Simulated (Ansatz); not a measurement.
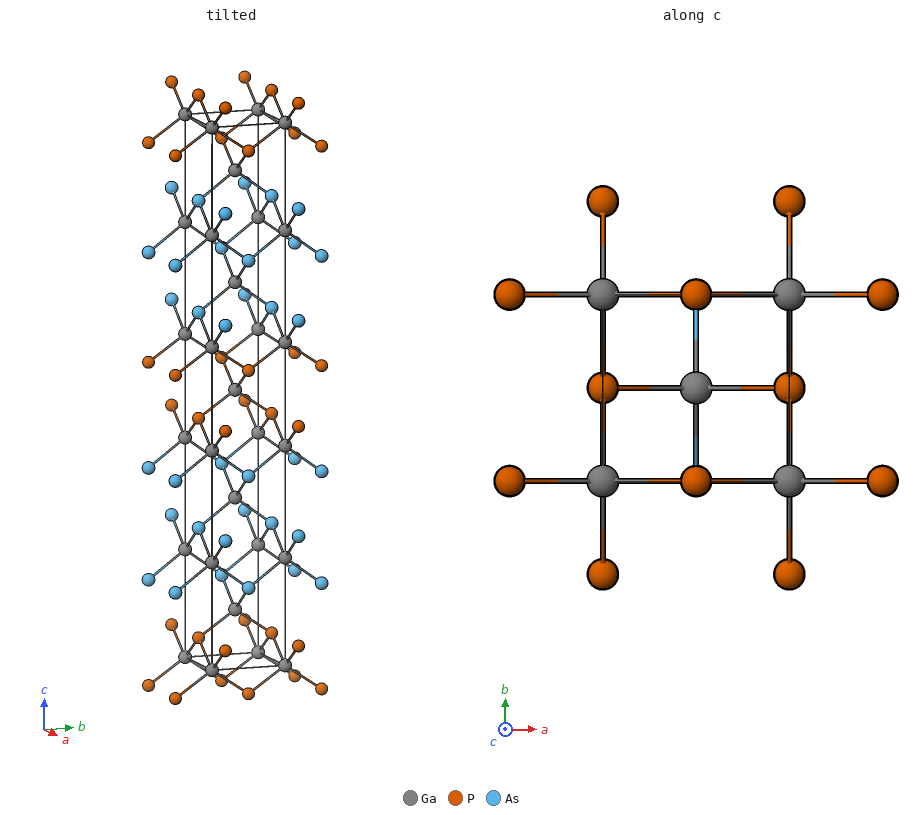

This ball-and-stick model is shown slightly off an axis and along the c axis. The lines enclose the conventional unit cell; boundary atoms appear with their images. Some atoms of the next cells are drawn as well. Cell: a = 3.99 Å, b = 3.99 Å, c = 28.27 Å, α = 90.00°, β = 90.00°, γ = 90.00°.

The initial geometry was a structure type filled with these elements by a generator (whether the compound takes this form wasn't checked). Earlier steps of the study, as a rule a relaxation of our own, may have changed the cell and positions, so they can lie some per cent off the listed ones. It was run through Ansatz as a DFT input.

Q: What is this?

A: Composition: Ga5As3P2. It takes space group I-4m2 (No. 119) on a body-centred tetragonal lattice. With Z = 2, the cell contains 10 Ga, 6 As, 4 P. The P atoms are each bonded to four Ga in a tetrahedral arrangement at about 2.4 Å. Each As atom has four Ga in a tetrahedral arrangement at about 2.5 Å around it. Ga takes three kinds of site: 4e with four As in a tetrahedral arrangement at about 2.5 Å; 4e with two P and two As in a tetrahedral arrangement (about 2.4 Å to P, 2.5 Å to As); 2a with four P in a tetrahedral arrangement at about 2.4 Å. The bonds build a three-dimensional framework.

Level of theory and settings: Ansatz, DFT PBEsol, scalar-relativistic, plane waves, PAW, a 420 eV plane-wave basis, k-points about 0.22 Å⁻¹ apart, Gaussian smearing of 0.02 eV, no spin polarisation.

Q: Is it conducting or gapped at this level?

A: A semiconductor at this level, with a gap of 0.59 eV, direct.

Q: How are the electrons shared out in a Bader analysis?

A: Ga +0.65 to +0.79 e; As -0.65 e; P -0.79 e.

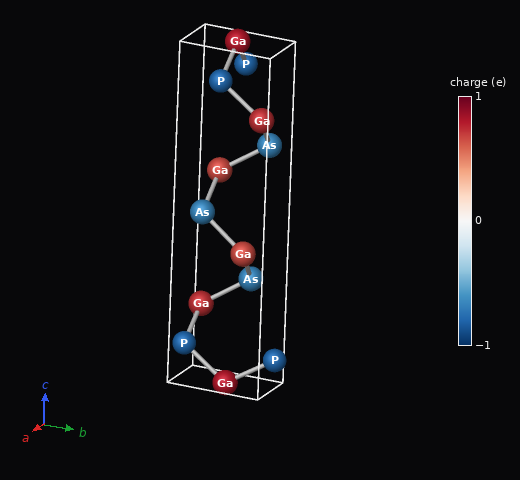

The atoms coloured by those charges. The run's cell of 10 atoms is drawn in a reduced setting, so axes and origin can differ from the first picture.

Q: Is this an equilibrium geometry for the method given?

A: No. The largest force is 0.02 eV/Å. The pressure is -2.9 GPa, so the cell would contract.
